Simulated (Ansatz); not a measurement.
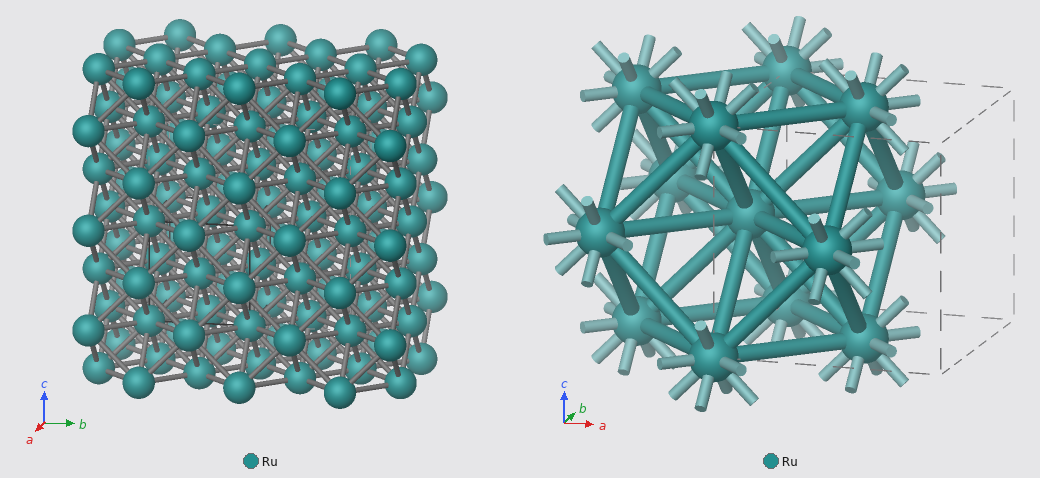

Left: the structure. Right: its underlying net. Nodes are coloured by element. Short stubs are edges that leave the cut-out.

System Ru (space group Fm-3m, No. 225); source of the atomic positions: coordinates from a relaxation with DFT PBE, scalar-relativistic, plane waves, PAW (Ansatz).

Bonds are taken as Ru–Ru below 3 Å. Atoms with one bond or none are removed and atoms with two bonds are replaced by edges, until no such atom is left.

The result is a uninodal 12-connected, three-periodic net: Ru is a 12-connected node. It is the fcu net, known from cubic close packing. It is a single net, without interpenetration.

```csv
node,links,point symbol,coordination sequence
Ru,12,3²⁴·4³⁶·5⁶,12 42 92 162 252 362 492 642
```
